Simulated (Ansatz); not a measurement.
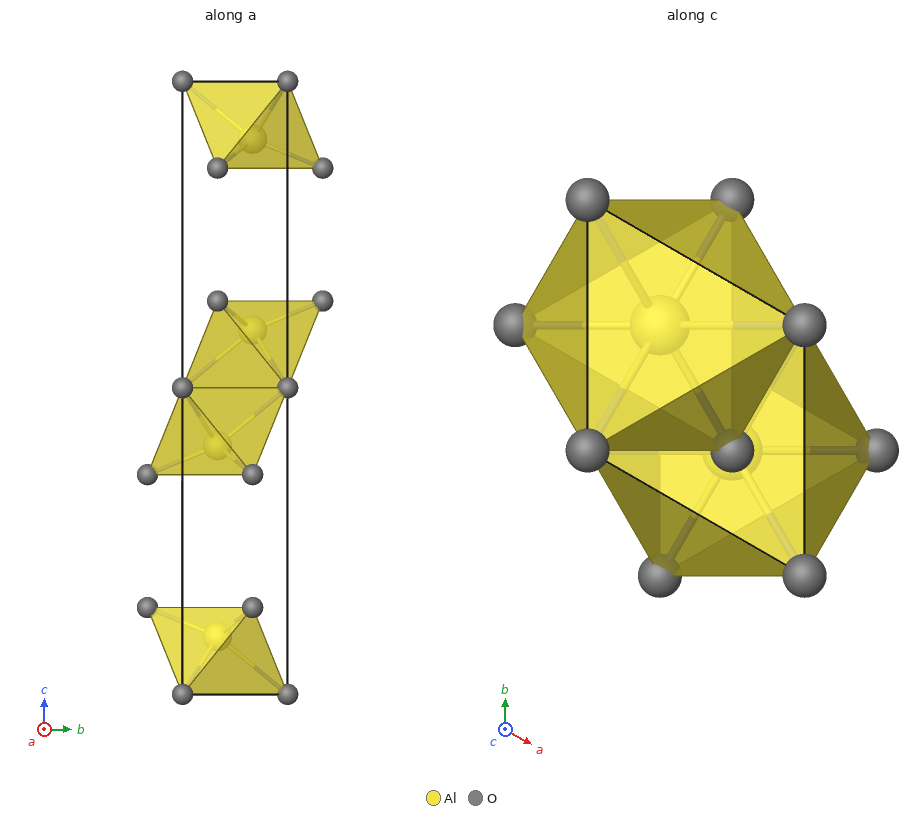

Drawn in the polyhedral manner and seen along the a axis and along the c axis. The wireframe shows the conventional unit cell. Some neighbours outside the box are added.

Al₂O₃, space group P6_3/mmc (No. 194), a = 2.87 Å, b = 2.87 Å, c = 14.50 Å, α = 90.00°, β = 90.00°, γ = 120.00°.

Level of theory and settings: Ansatz 0.2.0, DFT PBE+D3(BJ), scalar-relativistic, plane waves, PAW, wavefunction cutoff 420 eV, the zone sampled with 9×9×2 points, Gaussian smearing of 0.02 eV, no spin polarisation.

Question: What does the calculation say: metal or gapped?

Answer: An insulator at this level, with a gap of 4.77 eV on the k-mesh (the true edges may lie between mesh points, so the gap can be somewhat smaller).

The cell started as a structure type filled with these elements by a generator (whether the compound takes this form wasn't checked). The structure drawn was relaxed with DFT PBE+D3(BJ), scalar-relativistic, plane waves, PAW (Ansatz).
